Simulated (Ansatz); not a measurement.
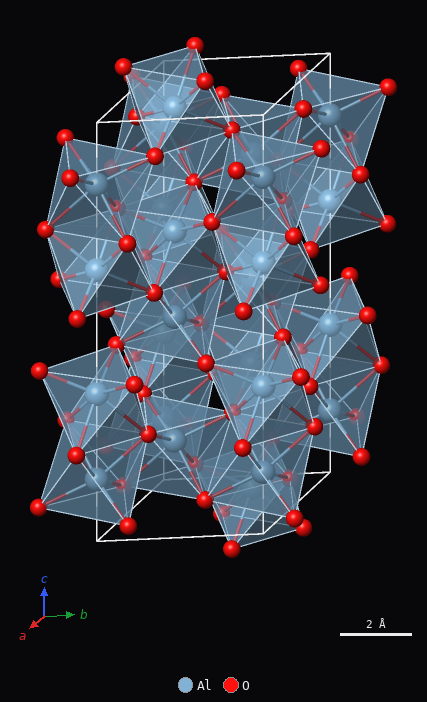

Figure 1. The starting structure (polyhedral view of the cell 3 times as large as that of the calculation, set on its symmetry axes, seen at an oblique angle; polyhedra are completed across the faces of the cell).

**Al2O3: geometry relaxation (part 1 of 2)**

System: Al2O3 (R-3c, 10 atoms in the cell).
Method: DFT PBE+D3(BJ), scalar-relativistic, plane waves, PAW, no spin polarisation (Ansatz 0.2.0).

The structure derives from an entry of the Crystallography Open Database.

The program's output:
```
Engine: ansatz 0.2.0, x86_64-unknown-linux-gnu
Pseudopotentials: kind: paw
Pseudopotential: Al, paw, valence charge 3, recommended cutoff 420 eV (normal), Al.paw.azcp
Pseudopotential: O, paw, valence charge 6, recommended cutoff 420 eV (normal), O.paw.azcp
Functional definition: PBE
  parameter kappa = 0.804
  parameter beta = 0.06672455060314922
  exchange = pbe_x(kappa = kappa, mu = beta*pi^2/3)
  correlation = pbe_c(beta = beta)
Crystal: 10 atoms, lattice volume = 85.018 Å³
Basis set: ecut = 420 eV, 1653 PW (Γ), exchange–correlation on 72×72×72 points (8 copies of the dense FFT grid, shifted against one another)
Bands: 34, of which v1, the nominal top of the filled ones, is band 24 counted from 1 (23 counted from 0)
Symmetry: 12 space group operations
Space group: R-3c (ITA 167), of the structure as read, at distance tolerance 4.4e-5 Å
k-points: 32 of 216
Non-local potential: Al, projectors of the file, l = 0: 2, l = 1: 2, l = 2: 1
Non-local potential: O, projectors of the file, l = 0: 2, l = 1: 2, l = 2: 1
PAW form: soft (Blöchl's): semilocal exchange-correlation on the pseudo side does not see the compensation charge
PAW one-centre angular grid: Al, 110 points (default); XC on 64 Gauss nodes
PAW one-centre angular grid: O, 110 points (default); XC on 64 Gauss nodes
Initial density: superposition of atomic densities (neutral atoms: chi_scale 0, normalization atom), corrected by the library's trained network
Initial wavefunctions: pseudopotential atomic-orbital guess
Functional: x = pbe(κ = 0.804, μ = 0.2195149727645171), c = pbe(β = 0.06672455060314922)
SCF iter   1: F=—  HF=-5571.916927 eV  |F-HF|=—  |Δ(HF+E_count)|=         —  Δρ=1.70e-3  dr2=1.18e-3  ethr=1.77e-3  ⟨swp⟩=7.7  Hψ=5783  notcnv=0  defer=2
preconditioner: auto → Resta (q_TF=auto, 2.480 Å⁻¹)  ε∞=3.5  [insulator: Δε(μ)=6.209 eV  Ē_g=17.587 eV  σ=0.020 eV  W_gap=1.00  n_scr=20 (ndim 8)  ℏωp=27.9 eV  f_vac=0.000  D(μ)=0.00/eV (n_scr^D=0)  ε∞_Penn≈3.5]
SCF iter   2: F=—  HF=-5571.918104 eV  |F-HF|=—  |Δ(HF+E_count)|=   1.18e-3  Δρ=8.69e-4  dr2=2.50e-4  ethr=2.46e-6  ⟨swp⟩=2.2  Hψ=2308  notcnv=0  defer=113
SCF iter   3: F=—  HF=-5571.918700 eV  |F-HF|=—  |Δ(HF+E_count)|=   5.96e-4  Δρ=2.58e-4  dr2=3.01e-5  ethr=5.20e-7  ⟨swp⟩=2.0  Hψ=1665  notcnv=0  defer=113
SCF iter   4: F=—  HF=-5571.918783 eV  |F-HF|=—  |Δ(HF+E_count)|=   8.31e-5  Δρ=4.83e-5  dr2=1.03e-6  ethr=6.27e-8  ⟨swp⟩=2.0  Hψ=1573  notcnv=0  defer=113
iter 5 did not close the SCF: its close was put off for the readings that it lacked (scf_convergence_deferred on its scf_iter line)
SCF iter   5: F=-5571.918785 eV  HF=-5571.918785 eV  |F-HF|=3.35e-9  |Δ(HF+E_count)|=   1.11e-6  Δρ=8.76e-6  dr2=2.64e-8  ethr=2.15e-9  ⟨swp⟩=2.0  Hψ=1731  notcnv=0  defer=113
SCF iter   6: F=-5571.918785 eV  HF=-5571.918785 eV  |F-HF|=1.29e-9  |Δ(HF+E_count)|=  7.98e-10  Δρ=2.22e-6  dr2=2.31e-9  ethr=5.50e-11  ⟨swp⟩=8.0  Hψ=4883  notcnv=0
SCF 1 converged in 6 iterations: F = -5571.918785 eV  dr2 = 2.31e-9
  greatest PAW one-centre occupation: 0.859 electrons in one spin orbital (limit 2), on the O atom at site 9 (counted from 0), in its partial waves of l = 0
relax step   1: F+E_penalty+E_count = -5571.91878453 eV  Δ(F+E_penalty+E_count) = +0.000e0 eV  max|allowed force component| = 3.072e-2 eV/Å  Δτ_max = 0.0000 Å  P = +2.775 GPa  Ω = 85.018 Å³  (6 SCF iters, dr2 threshold 1.00e-7 eV, accepted)
Crystal: 10 atoms, lattice volume = 85.424 Å³
Initial density: handed on by an earlier stage of this run
Initial wavefunctions: those handed on with the density
iter 1 solved again at ethr=1.65e-6 eV; its pass at ethr=3.10e-3 eV (dr2=7.92e-4 eV) is discarded
SCF iter   1: F=—  HF=-5571.922326 eV  |F-HF|=—  |Δ(HF+E_count)|=         —  Δρ=1.06e-3  dr2=7.93e-4  ethr=1.65e-6  ⟨swp⟩=2.7  Hψ=4295  notcnv=0
preconditioner: auto → Resta (q_TF=auto, 2.478 Å⁻¹)  ε∞=3.5  [insulator: Δε(μ)=6.150 eV  Ē_g=17.532 eV  σ=0.020 eV  W_gap=1.00  n_scr=20 (ndim 8)  ℏωp=27.8 eV  f_vac=0.000  D(μ)=0.00/eV (n_scr^D=0)  ε∞_Penn≈3.5]
SCF iter   2: F=—  HF=-5571.922115 eV  |F-HF|=—  |Δ(HF+E_count)|=   2.11e-4  Δρ=2.50e-4  dr2=3.56e-5  ethr=1.65e-6  ⟨swp⟩=2.0  Hψ=1659  notcnv=0
SCF iter   3: F=—  HF=-5571.922110 eV  |F-HF|=—  |Δ(HF+E_count)|=   5.22e-6  Δρ=1.32e-4  dr2=1.17e-5  ethr=7.41e-8  ⟨swp⟩=1.0  Hψ=1088  notcnv=0
SCF iter   4: F=-5571.922112 eV  HF=-5571.922112 eV  |F-HF|=2.40e-7  |Δ(HF+E_count)|=   1.47e-6  Δρ=1.86e-5  dr2=2.95e-7  ethr=2.08e-9  ⟨swp⟩=4.4  Hψ=5119  notcnv=0
SCF 2 converged in 4 iterations: F = -5571.922112 eV  dr2 = 2.95e-7
relax step   2: F+E_penalty+E_count = -5571.92211192 eV  Δ(F+E_penalty+E_count) = -3.327e-3 eV  max|allowed force component| = 2.067e-2 eV/Å  Δτ_max = 0.0004 Å  P = +1.537 GPa  Ω = 85.424 Å³  energy of the carried Pulay correction = -2.230e-3 eV  (4 SCF iters, dr2 threshold 1.00e-6 eV, accepted)
Crystal: 10 atoms, lattice volume = 85.939 Å³
Basis set: ecut = 420 eV, 1665 PW (Γ), exchange–correlation on 72×72×72 points (8 copies of the dense FFT grid, shifted against one another)
iter 1 solved again at ethr=2.62e-6 eV; its pass at ethr=3.10e-3 eV (dr2=1.26e-3 eV) is discarded
SCF iter   1: F=—  HF=-5571.922238 eV  |F-HF|=—  |Δ(HF+E_count)|=         —  Δρ=1.32e-3  dr2=1.26e-3  ethr=2.62e-6  ⟨swp⟩=2.8  Hψ=4459  notcnv=0
preconditioner: auto → Resta (q_TF=auto, 2.476 Å⁻¹)  ε∞=3.5  [insulator: Δε(μ)=6.076 eV  Ē_g=17.458 eV  σ=0.020 eV  W_gap=1.00  n_scr=20 (ndim 8)  ℏωp=27.8 eV  f_vac=0.000  D(μ)=0.00/eV (n_scr^D=0)  ε∞_Penn≈3.5]
SCF iter   2: F=—  HF=-5571.921859 eV  |F-HF|=—  |Δ(HF+E_count)|=   3.79e-4  Δρ=3.28e-4  dr2=6.15e-5  ethr=2.62e-6  ⟨swp⟩=2.0  Hψ=1670  notcnv=0
SCF iter   3: F=—  HF=-5571.921884 eV  |F-HF|=—  |Δ(HF+E_count)|=   2.50e-5  Δρ=1.73e-4  dr2=2.00e-5  ethr=1.28e-7  ⟨swp⟩=1.0  Hψ=1088  notcnv=0
SCF iter   4: F=-5571.921888 eV  HF=-5571.921888 eV  |F-HF|=4.30e-7  |Δ(HF+E_count)|=   4.10e-6  Δρ=2.45e-5  dr2=5.19e-7  ethr=2.08e-9  ⟨swp⟩=4.4  Hψ=5224  notcnv=0
SCF 3 converged in 4 iterations: F = -5571.921888 eV  dr2 = 5.19e-7
  greatest PAW one-centre occupation: 0.859 electrons in one spin orbital (limit 2), on the O atom at site 7 (counted from 0), in its partial waves of l = 0
relax step   3: F+E_penalty+E_count = -5571.92188823 eV  Δ(F+E_penalty+E_count) = +2.237e-4 eV  max|allowed force component| = 3.718e-3 eV/Å  Δτ_max = 0.0011 Å  P = +0.017 GPa  Ω = 85.939 Å³  energy of the carried Pulay correction = -5.046e-3 eV  (4 SCF iters, dr2 threshold 1.00e-6 eV, accepted)
Initial wavefunctions: pseudopotential atomic-orbital guess (no wavefunctions were taken with the density)
iter 1 solved again at ethr=2.81e-8 eV; its pass at ethr=3.10e-3 eV (dr2=1.35e-5 eV) is discarded
SCF iter   1: F=—  HF=-5571.927198 eV  |F-HF|=—  |Δ(HF+E_count)|=         —  Δρ=1.36e-4  dr2=2.17e-6  ethr=2.81e-8  ⟨swp⟩=3.5  Hψ=9134  notcnv=0
preconditioner: auto → Resta (q_TF=auto, 2.476 Å⁻¹)  ε∞=3.5  [insulator: Δε(μ)=6.083 eV  Ē_g=17.465 eV  σ=0.020 eV  W_gap=1.00  n_scr=20 (ndim 8)  ℏωp=27.8 eV  f_vac=0.000  D(μ)=0.00/eV (n_scr^D=0)  ε∞_Penn≈3.5]
SCF iter   2: F=—  HF=-5571.927258 eV  |F-HF|=—  |Δ(HF+E_count)|=   5.98e-5  Δρ=6.59e-5  dr2=6.58e-7  ethr=4.51e-9  ⟨swp⟩=2.5  Hψ=1905  notcnv=0
SCF iter   3: F=—  HF=-5571.927267 eV  |F-HF|=—  |Δ(HF+E_count)|=   8.89e-6  Δρ=1.67e-5  dr2=8.19e-8  ethr=1.37e-9  ⟨swp⟩=3.0  Hψ=2049  notcnv=0
SCF iter   4: F=—  HF=-5571.927267 eV  |F-HF|=—  |Δ(HF+E_count)|=   3.33e-7  Δρ=2.99e-6  dr2=7.97e-9  ethr=1.71e-10  ⟨swp⟩=2.4  Hψ=1873  notcnv=0
SCF iter   5: F=-5571.927267 eV  HF=-5571.927267 eV  |F-HF|=7.46e-11  |Δ(HF+E_count)|=   1.71e-8  Δρ=3.08e-7  dr2=5.06e-11  ethr=1.00e-12  ⟨swp⟩=3.6  Hψ=4690  notcnv=0
SCF 4 converged in 5 iterations: F = -5571.927267 eV  dr2 = 5.06e-11
relax step   4: F+E_penalty+E_count = -5571.92726721 eV  Δ(F+E_penalty+E_count) = -5.379e-3 eV  max|allowed force component| = 4.083e-3 eV/Å  Δτ_max = 0.0000 Å  P = +0.135 GPa  Ω = 85.939 Å³  stress off target by 1.63e-1 GPa  SCF on the basis re-selected at this cell (its energy is not comparable with the rows above)  (5 SCF iters)
basis re-selected at this cell: Δ(F+E_penalty+E_count) = -5.379e-3 eV, ΔP = +0.118 GPa vs the last step (what re-selecting the basis moved, of the pressure what is left beyond the Pulay correction that the steps carried, after the strain that the cell walked since its last selection, with what the two solves' SCF thresholds leave and, on support functions, any second-order correction that the steps lacked; it is no measure of the basis error at this ecutwfc). This SCF's stress stands 1.63e-1 GPa from its target on what of the cell is left free (relax.cell.stress_tol is 5.00e-2 GPa) and its largest allowed force component is 4.08e-3 eV/Å (relax.f_tol is 5.00e-3 eV/Å): not within both, so this SCF does not close the relaxation
Crystal: 10 atoms, lattice volume = 85.985 Å³
iter 1 solved again at ethr=2.14e-8 eV; its pass at ethr=3.10e-3 eV (dr2=1.03e-5 eV) is discarded
SCF iter   1: F=—  HF=-5571.927009 eV  |F-HF|=—  |Δ(HF+E_count)|=         —  Δρ=1.21e-4  dr2=1.04e-5  ethr=2.14e-8  ⟨swp⟩=2.3  Hψ=4372  notcnv=0
preconditioner: auto → Resta (q_TF=auto, 2.476 Å⁻¹)  ε∞=3.5  [insulator: Δε(μ)=6.074 eV  Ē_g=17.458 eV  σ=0.020 eV  W_gap=1.00  n_scr=20 (ndim 8)  ℏωp=27.7 eV  f_vac=0.000  D(μ)=0.00/eV (n_scr^D=0)  ε∞_Penn≈3.5]
SCF iter   2: F=—  HF=-5571.927040 eV  |F-HF|=—  |Δ(HF+E_count)|=   3.10e-5  Δρ=3.12e-5  dr2=5.49e-7  ethr=2.14e-8  ⟨swp⟩=2.0  Hψ=1660  notcnv=0
SCF iter   3: F=—  HF=-5571.927040 eV  |F-HF|=—  |Δ(HF+E_count)|=   9.49e-8  Δρ=1.58e-5  dr2=1.61e-7  ethr=1.38e-10  ⟨swp⟩=6.1  Hψ=4369  notcnv=0
SCF iter   4: F=-5571.927040 eV  HF=-5571.927040 eV  |F-HF|=3.08e-9  |Δ(HF+E_count)|=   1.37e-8  Δρ=2.30e-6  dr2=3.73e-9  ethr=1.38e-10  ⟨swp⟩=4.8  Hψ=3986  notcnv=0
SCF 5 converged in 4 iterations: F = -5571.927040 eV  dr2 = 3.73e-9
relax step   5: F+E_penalty+E_count = -5571.92704009 eV  Δ(F+E_penalty+E_count) = +2.271e-4 eV  max|allowed force component| = 1.420e-3 eV/Å  Δτ_max = 0.0001 Å  P = +0.002 GPa  Ω = 85.985 Å³  energy of the carried Pulay correction = -2.509e-4 eV  (4 SCF iters, dr2 threshold 6.62e-8 eV, accepted)
iter 1 solved again at ethr=1.98e-8 eV; its pass at ethr=3.10e-3 eV (dr2=9.50e-6 eV) is discarded
SCF iter   1: F=—  HF=-5571.927226 eV  |F-HF|=—  |Δ(HF+E_count)|=         —  Δρ=3.09e-5  dr2=2.34e-8  ethr=1.98e-8  ⟨swp⟩=3.5  Hψ=9136  notcnv=0
preconditioner: auto → Resta (q_TF=auto, 2.476 Å⁻¹)  ε∞=3.5  [insulator: Δε(μ)=6.075 eV  Ē_g=17.458 eV  σ=0.020 eV  W_gap=1.00  n_scr=20 (ndim 8)  ℏωp=27.7 eV  f_vac=0.000  D(μ)=0.00/eV (n_scr^D=0)  ε∞_Penn≈3.5]
SCF iter   2: F=—  HF=-5571.927265 eV  |F-HF|=—  |Δ(HF+E_count)|=   3.88e-5  Δρ=1.56e-5  dr2=6.64e-9  ethr=4.87e-11  ⟨swp⟩=2.0  Hψ=1856  notcnv=0
SCF iter   3: F=—  HF=-5571.927267 eV  |F-HF|=—  |Δ(HF+E_count)|=   1.54e-6  Δρ=8.45e-7  dr2=2.46e-10  ethr=1.38e-11  ⟨swp⟩=2.9  Hψ=1901  notcnv=0
SCF iter   4: F=-5571.927267 eV  HF=-5571.927267 eV  |F-HF|=4.77e-10  |Δ(HF+E_count)|=   1.50e-9  Δρ=3.45e-7  dr2=4.78e-11  ethr=1.00e-12  ⟨swp⟩=5.6  Hψ=3949  notcnv=0
SCF 6 converged in 4 iterations: F = -5571.927267 eV  dr2 = 4.78e-11
relax step   6: F+E_penalty+E_count = -5571.92726666 eV  Δ(F+E_penalty+E_count) = -2.266e-4 eV  max|allowed force component| = 1.434e-3 eV/Å  Δτ_max = 0.0000 Å  P = +0.005 GPa  Ω = 85.985 Å³  stress off target by 1.16e-2 GPa  SCF on the basis re-selected at this cell (its energy is not comparable with the rows above)  (4 SCF iters)
```

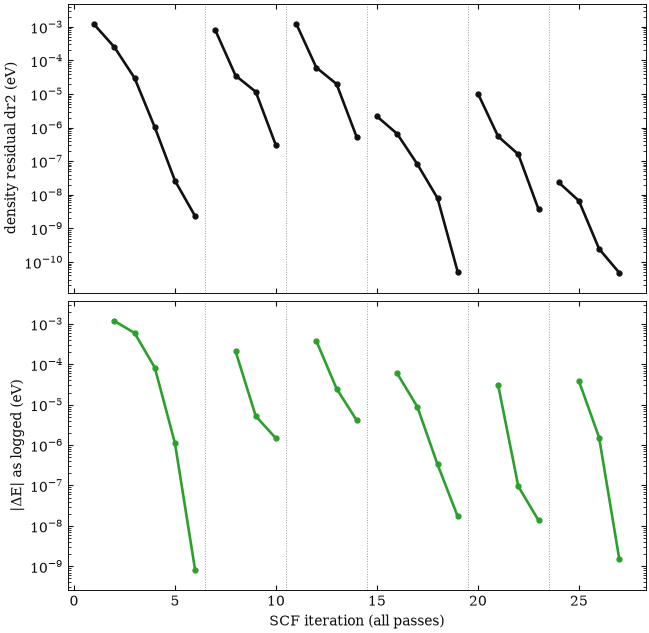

Figure 2. Convergence of the self-consistent field: density residual dr2 and size of the energy change against the SCF iteration. The dotted lines part the SCF passes of the relaxation: geometry steps, rejected trials and re-solves on a re-selected basis. The 6 passes take 4 to 6 iterations each, 27 in all.

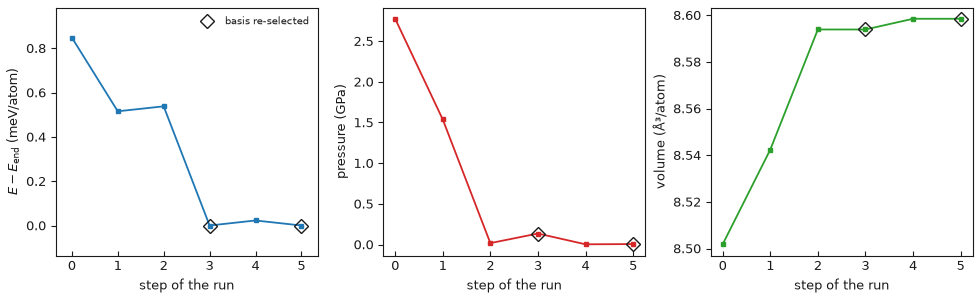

Figure 3. Progress of the relaxation, step by step (the first geometry is step 0 here and step 1 in the log). The atoms keep their places relative to the cell (all moves are under 0.005 Å). The volume changes by +1.1 %, with a = b 4.761 → 4.780 Å (+0.4 %), c 12.996 → 13.038 Å (+0.3 %). Among the contacts that change: Al1–O10 1.854 → 1.862 Å, Al1–O5 1.973 → 1.979 Å. The space group stays R-3c (No. 167). The energy falls by 0.8 meV per atom in 3 geometry steps. Largest force component: 0.031 eV/Å at the start, 0.0014 eV/Å at the end. The pressure goes from 2.77 to 0.01 GPa. 1 further SCF at an unchanged geometry re-selected the plane-wave basis for the new cell. The energy change given includes the shifts at the re-selections in mid-walk, which come without any move. A last SCF at the same geometry on a re-selected plane-wave basis shifts the energy by next to nothing (0.0 meV per atom). (Atoms are counted from 1 in the order of the input.)
